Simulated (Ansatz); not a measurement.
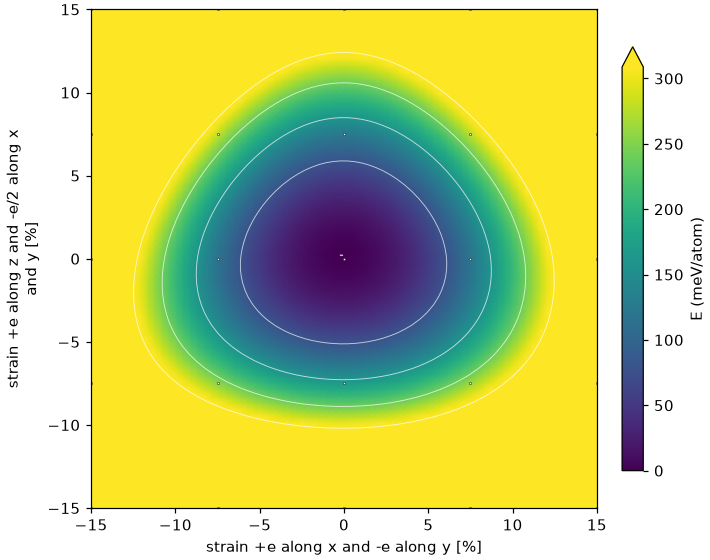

TaN (P6_3mc, No. 186; 4 atoms in the cell). The energy is mapped over two homogeneous strains (x along [1 0 0], y along [1 2 0], z along [0 0 1] of the conventional cell). Coordinates scanned: (1) strain +e along x and -e along y; (2) strain +e along z and -e/2 along x and y. Nothing is relaxed (fractional coordinates fixed). The scan uses a 5 × 5 grid. Points are written as (first, second). All energies are given in meV/atom relative to the lowest grid point. These are results of Ansatz, DFT PBEsol, scalar-relativistic, plane waves, PAW, not measurements. Settings: cutoff 520 eV, k-mesh 15×15×8 in the order of the run's cell vectors, gaussian smearing 0.15 eV, no spin polarisation.

Drawn: a smooth colour map with a few white contour lines, dots at the grid points, one colour for all values above the top of the scale. Between grid points the surface is interpolated.

### Where is the minimum, and how stiff is the crystal against these two strains (in GPa)?

The interpolated minimum is at 0.0 % and 0.0 %. Divided by the cell volume of 51.1 Å³, the second derivatives of the energy there are about 530 GPa along the first strain and 640 GPa along the second, with a cross term of about 0 GPa (clamped ions). Round the minimum the two coordinates are nearly uncoupled.

PAW datasets: the set soft_1.
